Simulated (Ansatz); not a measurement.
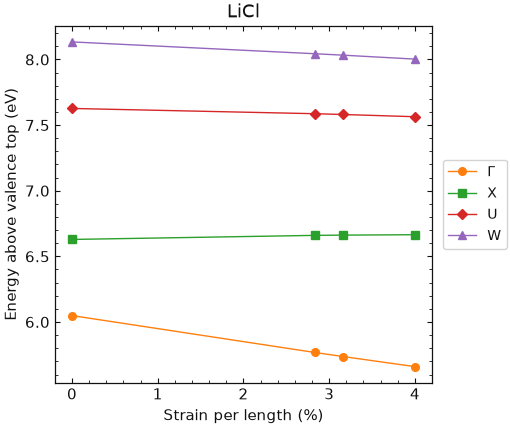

Lowest conduction level at each named k point, counted from the valence-band top at Γ. The names follow the standardised cell of this lattice; in reduced coordinates of the cell that was run, X is (−0.5, −0.5, 0), U is (−0.375, −0.375, 0.25) and W is (−0.5, −0.25, 0.25).

System: zincblende LiCl, space group F-43m (No. 216), 2 atoms in the primitive cell, relaxed with r2SCAN; unstrained, cubic a = 5.466 Å. All lengths are scaled by the strain listed; symmetry fixes the atoms. Points keep the names and reduced coordinates of the unstrained primitive cell. Computed with Ansatz 0.2.0: PBE, Ansatz PAW set, no spin polarisation, no spin-orbit coupling, 8×8×8 k mesh, 420 eV cutoff.

Question: How does each level move from 0 % to +4 %?

Answer: Γ falls by 0.39 eV, X rises by 0.03 eV, U falls by 0.07 eV and W falls by 0.13 eV.

Question: Which of these conduction levels is lowest, and does that change?

Answer: The lowest is the one at Γ, over the whole range, so among these points the gap stays direct.

Question: How fast do the levels move with strain?

Answer: Straight lines through the points have slopes of −98 at Γ, +10 at X, −15 at U and −32 at W (meV for each 1 % of strain).

The values:
| strain | Γ (eV) | X (eV) | U (eV) | W (eV) |
| --- | --- | --- | --- | --- |
| 0 % | 6.05 | 6.63 | 7.63 | 8.13 |
| +2.83 % | 5.77 | 6.66 | 7.59 | 8.04 |
| +3.16 % | 5.74 | 6.66 | 7.58 | 8.03 |
| +4 % | 5.66 | 6.67 | 7.56 | 8.00 |

LDA, GGA and most meta-GGA functionals understate gaps. The usual form of LiCl is rocksalt.
